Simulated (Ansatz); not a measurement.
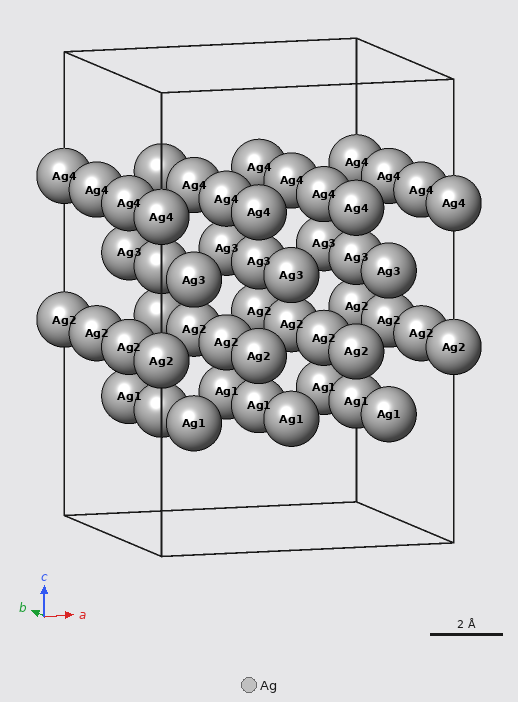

Figure 1. The input geometry (spheres-only view of the 3 × 3 repeat of the cell, with the vacuum cut short, seen slightly off an axis; atoms are numbered from 1 in the order of the input). An atom can appear more than once, as a periodic image.

# Geometry relaxation, with input and output: Ag (part 1 of 2)

- system: Ag (slab, 4 atoms in the cell)
- method: DFT PBEsol, scalar-relativistic, plane waves, PAW, no spin polarisation (Ansatz 0.2.0)

The structure derives from an entry of the Crystallography Open Database. The input holds or restrains some coordinates. Forces given for the steps count only the free coordinates. It belongs to a series of runs on one base structure; here: clean slab, lower half held. Figures and captions count atoms from 1; the log counts them from 0 in places.

The input
```yaml
crystal:
  lattice:
    - [2.866903682, 0.0, 0.0]
    - [0.0, 2.866903682, 0.0]
    - [0.0, 0.0, 23.0816211037]
  atoms:
    - { symbol: Ag, position: [0.5, 0.5, 0.3682583629] }
    - { symbol: Ag, position: [0.0, 0.0, 0.456086121] }
    - { symbol: Ag, position: [0.5, 0.5, 0.543913879] }
    - { symbol: Ag, position: [0.0, 0.0, 0.6317416371] }
basis:
  ecutwfc: 420
kpoints:
  mp_grid: { grid: [10, 10, 1] }
hamiltonian:
  xc: pbesol
scf:
  occupations: { method: gaussian, width: 0.1 }
output:
  forces: true
  eigenvalues: true
  write_density: true
  write_potential: true
  elf: true
  volumetric_format: npy
relax:
  adjacent_minimum: "off"
  f_tol: 0.03
  max_steps: 70
  constraints: [{ sites: [0, 1] }]
efield:
  axis: 3
  dipole_correction: true
  ramp_width: 0.04
```

Machine: 2 threads of Arm Neoverse V1, 24 GiB of memory available, shared host.

Launched with:
```bash
ansatz run input.yaml --threads 2 --pin off --max-ram 5120MiB --backend cpu --events-out ev --progress --plain --runs-dir out
```

The program's output
```
Engine: ansatz 0.2.0, aarch64-unknown-linux-gnu
Pseudopotentials: kind: paw
Pseudopotential: Ag, paw, valence charge 19, recommended cutoff 420 eV (normal), Ag.paw.azcp
Functional definition: PBEsol
  exchange = pbesol_x
  correlation = pbesol_c
Crystal: 4 atoms, lattice volume = 189.711 Å³
Basis set: ecut = 420 eV, 3705 PW (Γ), exchange–correlation on 40×40×320 points (8 copies of the dense FFT grid, shifted against one another)
Bands: 46, of which v1, the nominal top of the filled ones, is band 38 counted from 1 (37 counted from 0)
Symmetry: 8 space group operations
k-points: 21 of 100
Non-local potential: Ag, projectors of the file, l = 0: 3, l = 1: 2, l = 2: 2, l = 3: 1
PAW form: soft (Blöchl's): semilocal exchange-correlation on the pseudo side does not see the compensation charge
PAW frozen core: Ag, regenerated for the run's functional, and the local potential with it (the file was generated under x = pbe(κ = 0.804, μ = 0.2195149727645171), c = pbe(β = 0.06672455060314922))
PAW one-centre angular grid: Ag, 590 points (default); XC on 64 Gauss nodes
Initial density: superposition of atomic densities (neutral atoms: chi_scale 0, normalization atom), corrected by the library's trained network
Initial wavefunctions: pseudopotential atomic-orbital guess
Functional: x = pbesol(κ = 0.804, μ = 0.12345679012345678), c = pbesol(β = 0.046)
SCF iter   1: F=—  HF=-30087.847109 eV  |F-HF|=—  |Δ(HF+E_count)|=         —  Δρ=5.21e-3  dr2=4.73e-2  ethr=1.77e-3  p=-0.000 e·Å  D=-1.18e-14 V/Å  ΔV_dip=0.00 eV  dr2_dipole=3.35e-7  V_vac-E_F(+/−)=4.29/4.29 eV  ⟨swp⟩=7.9  Hψ=4165  notcnv=0  defer=9
efield: sawtooth ramp at fractional position 0.9800 (placed from the atoms, in the widest stretch of the axis that holds none; the zero of the levels goes with the place), width 0.0400; the density the first Hamiltonian is built on has a dipole p = -0.000 e·Å; the dipole correction subtracts the counter field D = -1.18e-14 V/Å, which shifts the + side's vacuum level by +0.00 eV against the − side's; the planar-averaged density in the ramp window peaks in size at 4.3e-6 e/Å³
preconditioner: auto → LDOS  [metal: Δε(μ)=0.022 eV  Ē_g=9.108 eV  σ=0.100 eV  W_gap=0.12  n_scr=44 (ndim 8)  ℏωp=17.9 eV  f_vac=0.596  D(μ)=0.93/eV (n_scr^D=6)  β→1.0]
SCF iter   2: F=—  HF=-30087.873552 eV  |F-HF|=—  |Δ(HF+E_count)|=   2.64e-2  Δρ=8.70e-3  dr2=1.18e-1  ethr=6.23e-5  p=0.000 e·Å  D=2.00e-6 V/Å  ΔV_dip=-0.00 eV  dr2_dipole=5.97e-7  V_vac-E_F(+/−)=4.32/4.32 eV  ⟨swp⟩=2.7  Hψ=2076  notcnv=0  defer=61
SCF iter   3: F=—  HF=-30087.837621 eV  |F-HF|=—  |Δ(HF+E_count)|=   3.59e-2  Δρ=6.83e-4  dr2=1.32e-3  ethr=6.23e-5  p=0.000 e·Å  D=1.87e-6 V/Å  ΔV_dip=-0.00 eV  dr2_dipole=1.51e-7  V_vac-E_F(+/−)=4.30/4.30 eV  ⟨swp⟩=2.0  Hψ=1810  notcnv=0  defer=61
SCF iter   4: F=—  HF=-30087.837336 eV  |F-HF|=—  |Δ(HF+E_count)|=   2.85e-4  Δρ=2.78e-4  dr2=3.73e-4  ethr=1.74e-6  p=-0.000 e·Å  D=-4.24e-7 V/Å  ΔV_dip=0.00 eV  dr2_dipole=5.68e-12  V_vac-E_F(+/−)=4.30/4.30 eV  ⟨swp⟩=3.2  Hψ=1915  notcnv=0  defer=61
iter 5 did not close the SCF: its close was put off for the readings that it lacked (scf_convergence_deferred on its scf_iter line)
SCF iter   5: F=-30087.837264 eV  HF=-30087.837267 eV  |F-HF|=2.44e-6  |Δ(HF+E_count)|=   6.94e-5  Δρ=3.38e-5  dr2=4.40e-6  ethr=4.91e-7  p=-0.000 e·Å  D=-1.02e-6 V/Å  ΔV_dip=0.00 eV  dr2_dipole=8.17e-10  V_vac-E_F(+/−)=4.30/4.30 eV  ⟨swp⟩=2.1  Hψ=1347  notcnv=0  defer=61
SCF iter   6: F=-30087.837266 eV  HF=-30087.837267 eV  |F-HF|=6.26e-7  |Δ(HF+E_count)|=   1.41e-7  Δρ=1.67e-5  dr2=8.89e-7  ethr=5.78e-9  p=-0.000 e·Å  D=-9.03e-7 V/Å  ΔV_dip=0.00 eV  dr2_dipole=1.75e-10  V_vac-E_F(+/−)=4.30/4.30 eV  ⟨swp⟩=16.8  Hψ=8514  notcnv=0
SCF 1 converged in 6 iterations: F = -30087.837266 eV  dr2 = 8.89e-7
  greatest PAW one-centre occupation: 1.001 electrons in one spin orbital (limit 2), on the Ag atom at site 2 (counted from 0), in its partial waves of l = 0
relax step   1: F+E_penalty+E_count = -30087.83726634 eV  Δ(F+E_penalty+E_count) = +0.000e0 eV  max|allowed force component| = 1.561e-1 eV/Å  Δτ_max = 0.0000 Å  (6 SCF iters, dr2 threshold 2.25e-5 eV, accepted)
Initial density: handed on by an earlier stage of this run
Initial wavefunctions: those handed on with the density
iter 1 solved again at ethr=3.77e-6 eV; its pass at ethr=3.10e-3 eV (dr2=2.86e-3 eV) is discarded
SCF iter   1: F=—  HF=-30087.840042 eV  |F-HF|=—  |Δ(HF+E_count)|=         —  Δρ=1.16e-3  dr2=2.34e-3  ethr=3.77e-6  p=-0.000 e·Å  D=-1.20e-6 V/Å  ΔV_dip=0.00 eV  dr2_dipole=8.63e-5  V_vac-E_F(+/−)=4.28/4.28 eV  ⟨swp⟩=2.5  Hψ=3195  notcnv=0  defer=61
efield: sawtooth ramp at fractional position 0.9800 (handed on by an earlier solve), width 0.0400; the density the first Hamiltonian is built on has a dipole p = -0.000 e·Å; the dipole correction subtracts the counter field D = -1.20e-6 V/Å, which shifts the + side's vacuum level by +0.00 eV against the − side's; the planar-averaged density in the ramp window peaks in size at 9.7e-7 e/Å³
preconditioner: auto → LDOS  [metal: Δε(μ)=0.027 eV  Ē_g=9.192 eV  σ=0.100 eV  W_gap=0.15  n_scr=44 (ndim 8)  ℏωp=17.9 eV  f_vac=0.598  D(μ)=0.91/eV (n_scr^D=6)  β→1.0]
SCF iter   2: F=—  HF=-30087.840603 eV  |F-HF|=—  |Δ(HF+E_count)|=   5.61e-4  Δρ=1.42e-3  dr2=5.12e-3  ethr=3.08e-6  p=-0.000 e·Å  D=-3.12e-4 V/Å  ΔV_dip=0.01 eV  dr2_dipole=4.91e-5  V_vac-E_F(+/−)=4.29/4.28 eV  ⟨swp⟩=2.1  Hψ=1680  notcnv=0  defer=61
SCF iter   3: F=—  HF=-30087.839422 eV  |F-HF|=—  |Δ(HF+E_count)|=   1.18e-3  Δρ=1.94e-4  dr2=1.68e-4  ethr=3.08e-6  p=0.000 e·Å  D=1.19e-4 V/Å  ΔV_dip=-0.00 eV  dr2_dipole=3.48e-5  V_vac-E_F(+/−)=4.28/4.28 eV  ⟨swp⟩=2.0  Hψ=1694  notcnv=0  defer=61
SCF iter   4: F=—  HF=-30087.839411 eV  |F-HF|=—  |Δ(HF+E_count)|=   1.14e-5  Δρ=9.34e-5  dr2=2.51e-5  ethr=2.21e-7  p=0.000 e·Å  D=3.82e-4 V/Å  ΔV_dip=-0.01 eV  dr2_dipole=2.11e-6  V_vac-E_F(+/−)=4.27/4.28 eV  ⟨swp⟩=2.0  Hψ=1302  notcnv=0  defer=61
SCF iter   5: F=—  HF=-30087.839409 eV  |F-HF|=—  |Δ(HF+E_count)|=   1.75e-6  Δρ=4.27e-5  dr2=7.91e-6  ethr=3.30e-8  p=0.001 e·Å  D=4.93e-4 V/Å  ΔV_dip=-0.01 eV  dr2_dipole=1.06e-6  V_vac-E_F(+/−)=4.26/4.28 eV  ⟨swp⟩=2.0  Hψ=1489  notcnv=0  defer=61
SCF iter   6: F=-30087.839407 eV  HF=-30087.839409 eV  |F-HF|=1.39e-6  |Δ(HF+E_count)|=   3.98e-7  Δρ=1.69e-5  dr2=1.36e-6  ethr=2.00e-9  p=0.001 e·Å  D=5.55e-4 V/Å  ΔV_dip=-0.01 eV  dr2_dipole=4.86e-7  V_vac-E_F(+/−)=4.26/4.28 eV  ⟨swp⟩=17.5  Hψ=8528  notcnv=0
SCF 2 converged in 6 iterations: F = -30087.839407 eV  dr2 = 1.36e-6
relax step   2: F+E_penalty+E_count = -30087.83940726 eV  Δ(F+E_penalty+E_count) = -2.141e-3 eV  max|allowed force component| = 9.305e-2 eV/Å  Δτ_max = 0.0552 Å  (6 SCF iters, dr2 threshold 1.52e-6 eV, accepted)
SCF iter   1: F=—  HF=-30087.840422 eV  |F-HF|=—  |Δ(HF+E_count)|=         —  Δρ=3.97e-4  dr2=2.49e-4  ethr=3.66e-6  p=0.001 e·Å  D=5.55e-4 V/Å  ΔV_dip=-0.01 eV  dr2_dipole=1.75e-6  V_vac-E_F(+/−)=4.27/4.28 eV  ⟨swp⟩=3.1  Hψ=2435  notcnv=0  defer=61
efield: sawtooth ramp at fractional position 0.9800 (handed on by an earlier solve), width 0.0400; the density the first Hamiltonian is built on has a dipole p = 0.001 e·Å; the dipole correction subtracts the counter field D = 5.55e-4 V/Å, which shifts the + side's vacuum level by -0.01 eV against the − side's; the planar-averaged density in the ramp window peaks in size at 7.4e-7 e/Å³
preconditioner: auto → LDOS  [metal: Δε(μ)=0.015 eV  Ē_g=9.177 eV  σ=0.100 eV  W_gap=0.08  n_scr=44 (ndim 8)  ℏωp=17.9 eV  f_vac=0.598  D(μ)=0.93/eV (n_scr^D=6)  β→1.0]
SCF iter   2: F=—  HF=-30087.840472 eV  |F-HF|=—  |Δ(HF+E_count)|=   5.03e-5  Δρ=4.55e-4  dr2=5.10e-4  ethr=3.27e-7  p=0.001 e·Å  D=7.66e-4 V/Å  ΔV_dip=-0.02 eV  dr2_dipole=9.81e-8  V_vac-E_F(+/−)=4.26/4.28 eV  ⟨swp⟩=2.3  Hψ=1887  notcnv=0  defer=61
SCF iter   3: F=—  HF=-30087.840361 eV  |F-HF|=—  |Δ(HF+E_count)|=   1.11e-4  Δρ=1.45e-4  dr2=6.74e-5  ethr=3.27e-7  p=0.001 e·Å  D=5.62e-4 V/Å  ΔV_dip=-0.01 eV  dr2_dipole=1.38e-5  V_vac-E_F(+/−)=4.27/4.28 eV  ⟨swp⟩=2.0  Hψ=1657  notcnv=0  defer=61
SCF iter   4: F=—  HF=-30087.840390 eV  |F-HF|=—  |Δ(HF+E_count)|=   2.96e-5  Δρ=3.36e-5  dr2=4.06e-6  ethr=8.87e-8  p=0.001 e·Å  D=5.24e-4 V/Å  ΔV_dip=-0.01 eV  dr2_dipole=2.30e-7  V_vac-E_F(+/−)=4.27/4.28 eV  ⟨swp⟩=2.0  Hψ=1477  notcnv=0  defer=61
SCF iter   5: F=—  HF=-30087.840390 eV  |F-HF|=—  |Δ(HF+E_count)|=   1.04e-7  Δρ=1.97e-5  dr2=1.33e-6  ethr=5.34e-9  p=0.001 e·Å  D=4.99e-4 V/Å  ΔV_dip=-0.01 eV  dr2_dipole=7.99e-8  V_vac-E_F(+/−)=4.27/4.28 eV  ⟨swp⟩=2.5  Hψ=1486  notcnv=0  defer=61
SCF iter   6: F=—  HF=-30087.840390 eV  |F-HF|=—  |Δ(HF+E_count)|=   1.21e-7  Δρ=8.89e-6  dr2=2.70e-7  ethr=1.75e-9  p=0.001 e·Å  D=4.85e-4 V/Å  ΔV_dip=-0.01 eV  dr2_dipole=5.95e-8  V_vac-E_F(+/−)=4.27/4.28 eV  ⟨swp⟩=2.0  Hψ=1314  notcnv=0  defer=61
SCF iter   7: F=-30087.840390 eV  HF=-30087.840390 eV  |F-HF|=2.88e-8  |Δ(HF+E_count)|=   2.36e-8  Δρ=2.55e-6  dr2=3.38e-8  ethr=1.32e-10  p=0.000 e·Å  D=4.73e-4 V/Å  ΔV_dip=-0.01 eV  dr2_dipole=9.78e-9  V_vac-E_F(+/−)=4.27/4.28 eV  ⟨swp⟩=16.5  Hψ=7125  notcnv=0
SCF 3 converged in 7 iterations: F = -30087.840390 eV  dr2 = 3.38e-8
relax step   3: F+E_penalty+E_count = -30087.84039019 eV  Δ(F+E_penalty+E_count) = -9.829e-4 eV  max|allowed force component| = 1.021e-3 eV/Å  Δτ_max = 0.0190 Å  (7 SCF iters, accepted)
```

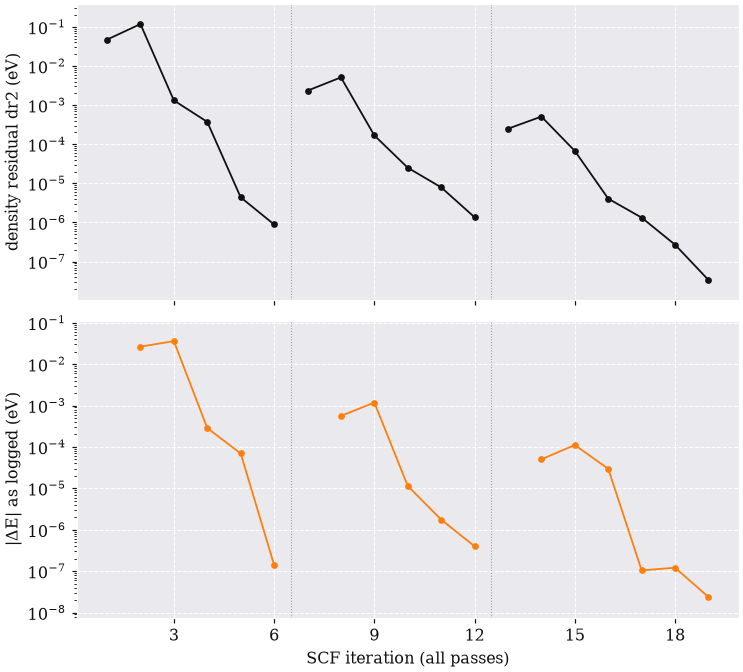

Figure 2. Convergence of the self-consistent field: density residual dr2 and size of the energy change against the SCF iteration. The dotted lines part the SCF passes of the relaxation: geometry steps, rejected trials and re-solves on a re-selected basis. The passes take 6, 6 and 7 iterations.

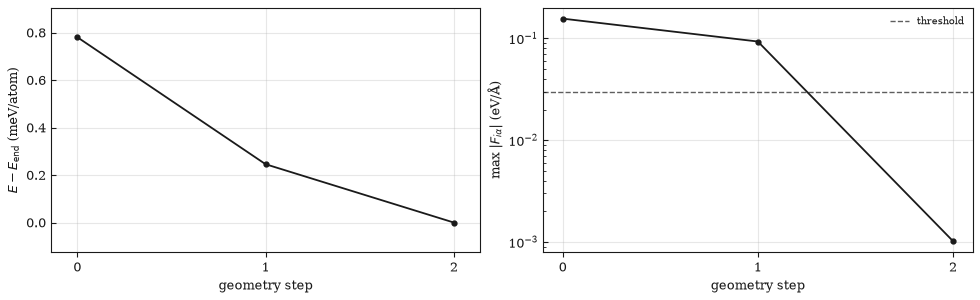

Figure 3. Progress of the restrained relaxation, step by step (the first geometry is step 0 here and step 1 in the log).

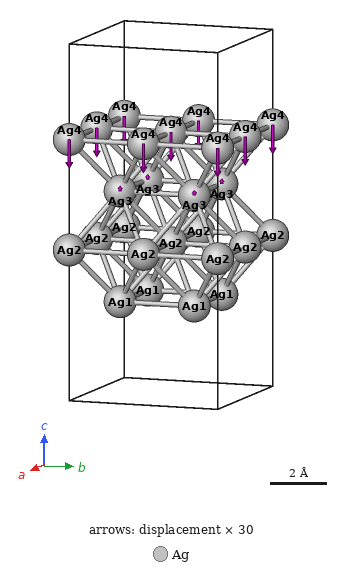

Figure 4. The starting structure with the displacements as pink arrows, magnified 30 times (ball-and-stick view of the 2 × 2 repeat of the cell, with the vacuum cut short, seen slightly off an axis). The atom that moves furthest is Ag4 (0.036 Å). The cell stays as it was. Distances before and after: Ag3–Ag4 2.867 → 2.837 Å. The energy falls by 0.8 meV per atom in 2 geometry steps. Largest force component: 0.16 eV/Å at the start, 0.001 eV/Å at the end. (Atoms are counted from 1 in the order of the input.)
